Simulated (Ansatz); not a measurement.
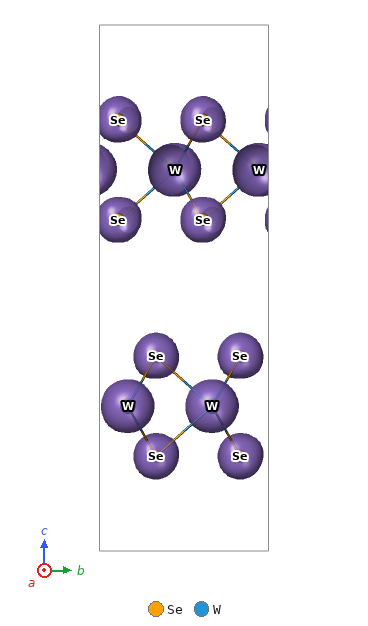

*WSe₂ (slab). Isosurface of the valence electron density at 1 e/Å³ (purple), seen along the a axis. Sticks mark near contacts.*

A point of a scan over the structure, not its minimum; PAW files of the earlier set (soft_1).

These are results of DFT PBE+D3(BJ), scalar-relativistic, plane waves, PAW (Ansatz 0.2.0), not measurements.

In a PAW calculation such maps are meaningful between the atoms, not at the nuclei.

### What does this surface tell about the bonding?

At this value the density breaks into separate islands; it holds about 70 % of the electrons treated as valence (semicore included). It bridges none of the near contacts. It is pinched off along the sampled W–Se (2.54 Å) contacts. On the grid the lowest density along these lines, outside the cores, is 0.55 e/Å³ (W–Se, 2.54 Å).

### Does the calculation give a band gap?

It is gapped, with a Kohn–Sham gap of 1.7 eV on the k-point mesh (the band edges may lie off the mesh, which would make the gap smaller).
